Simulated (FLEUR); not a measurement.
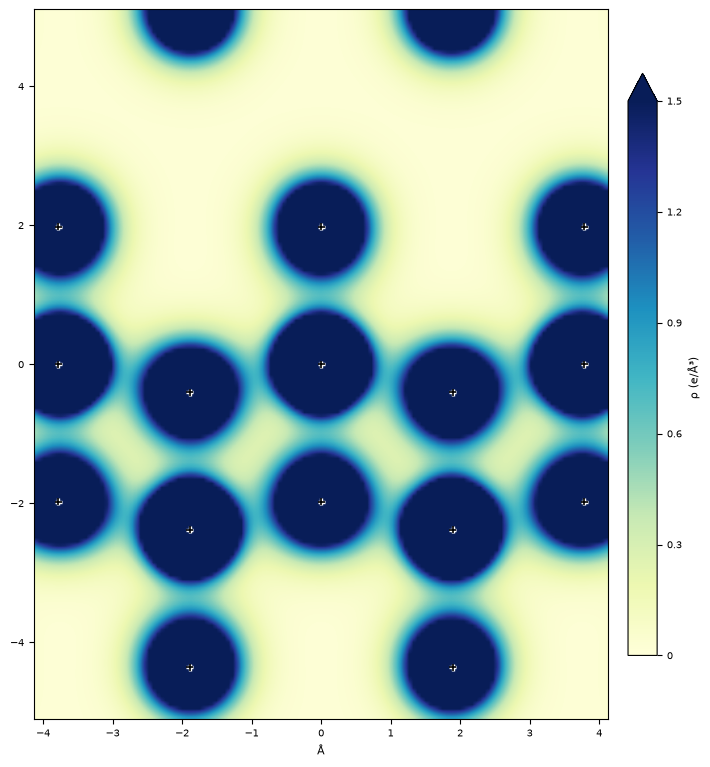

The total electron density on a plane through atoms (crosses mark nuclei in the plane).

Method: Kohn-Sham DFT of a periodic cell, LDA, all-electron in FLEUR.

Candidates:
A. Si, a = 3.83 Å, b = 3.83 Å, c = 6.33 Å, α = 90.00°, β = 90.00°, γ = 120.00°. Space group P6₃/mmc; a structure from a database of computed crystals, not necessarily the ambient phase.
B. TiO2, a = 3.78 Å, b = 3.78 Å, c = 9.51 Å, α = 90.00°, β = 90.00°, γ = 90.00°. Space group I4₁/amd.

Which candidate gave the map?

Candidate B: TiO2 on the (100) plane of the conventional cell, which holds Ti and O. Ti–O (1.93 Å): ρ at the midpoint is about 0.75 e/Å³. Ti–O (1.98 Å): ρ is about 0.69 e/Å³ halfway.
